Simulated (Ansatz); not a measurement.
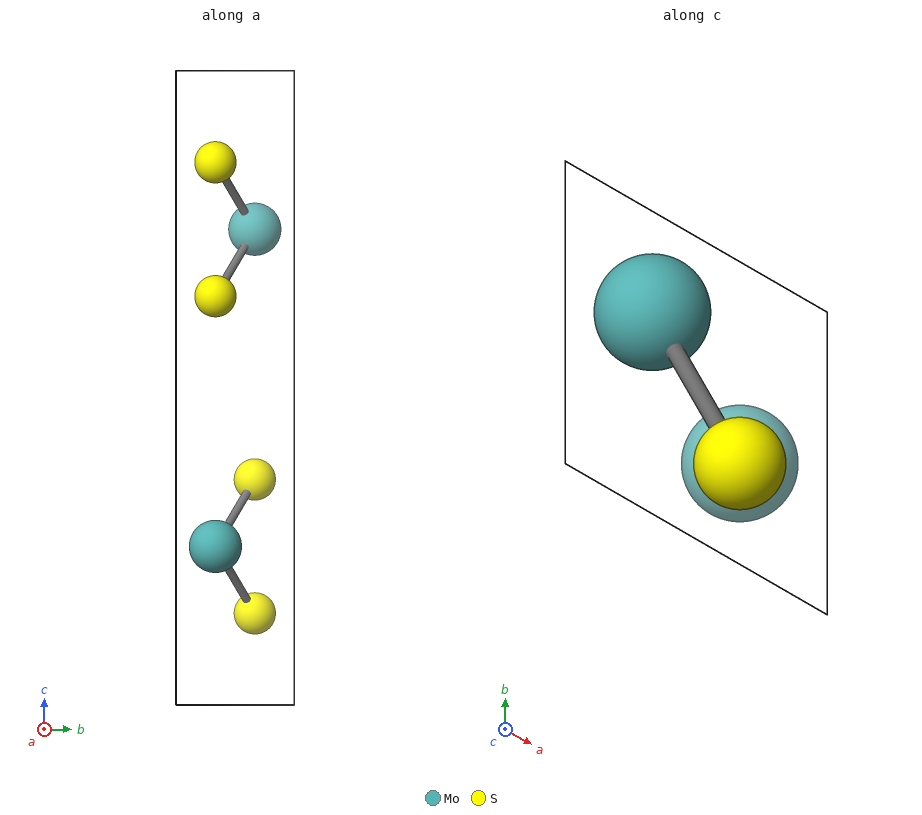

Ball-and-stick representation of a periodic structure, projected along the a axis and along the c axis. Atoms at the boundary of the conventional unit cell (the box) are drawn once for each face, edge or corner they touch.

MoS$_{2}$, space group P6_3/mmc (No. 194), a = 3.19 Å, b = 3.19 Å, c = 14.81 Å, α = 90.00°, β = 90.00°, γ = 120.00°.

Calculation details: Ansatz 0.2.0, DFT PBE, scalar-relativistic, plane waves, PAW; a kinetic-energy cutoff of 420 eV, the zone sampled with 12×12×2 points, Gaussian smearing of 0.02 eV, no spin polarisation.

How large a gap does the method give, if there is one?

Answer. A semiconductor at this level, with a gap of 1.45 eV, indirect; the smallest direct gap is 1.66 eV.

What is the computed pressure?

Answer. The computed pressure is 0.0 GPa, close to zero.

The structure comes from a structure listed in the Materials Project. Earlier steps of the study may have refined or changed the cell and positions. A calculation with Ansatz used it as input.
